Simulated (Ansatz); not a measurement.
```
CELL_PARAMETERS angstrom
3.87716 0.00000 2.75294
-1.94411 3.36386 2.75294
-1.94411 -3.36386 2.75294
ATOMIC_POSITIONS crystal
Mn 0.25000 0.25000 0.25000
Mn 0.25000 0.75000 0.75000
Mn 0.75000 0.75000 0.25000
Mn 0.75000 0.25000 0.75000
O 0.49960 0.49953 0.49953
O 0.49960 0.99953 0.99953
O 0.99960 0.99953 0.49953
O 0.99960 0.49953 0.99953
```

Space group Cm; a structure from a database of computed crystals, not necessarily the ambient phase; spin-polarised.

Method: Ansatz, Kohn-Sham DFT of a periodic cell, r2SCAN, Ansatz PAW.

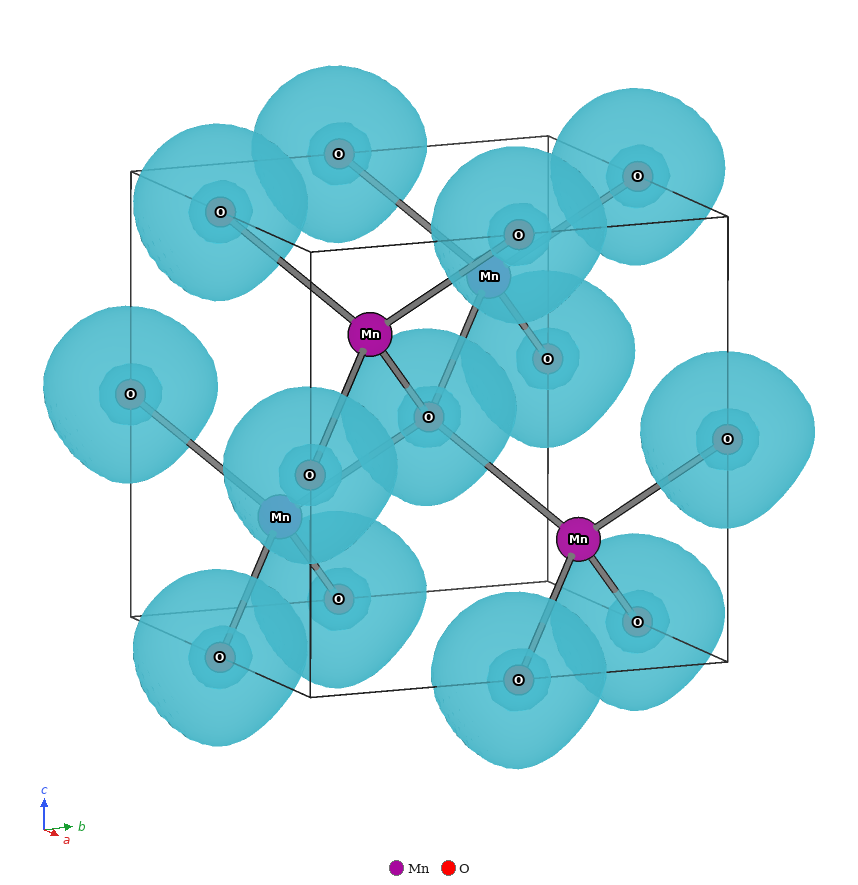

MnO. Isosurface of the electron localisation function at 0.65 (cyan), seen slightly off an axis. Core shells and regions of very low density are left out. Sticks mark near contacts.

Core electrons are frozen (PAW), and the valence fields are smoothed inside the atomic spheres.

Question: Identify the bonds, lone pairs and shells in this picture.

Answer: The ELF exceeds this value in four regions wrapped around O (the valence shell of each), counted in one cell of 8 atoms. Any copies at cell faces, edges or corners count once. Along the contacts the grid gives the following. Mn–O (2.06 Å): the ELF peaks at about 0.85 in the valence shell of O, 0.6 Å from its nucleus, and is about 0.15 at the midpoint; no localised pair shows between them.
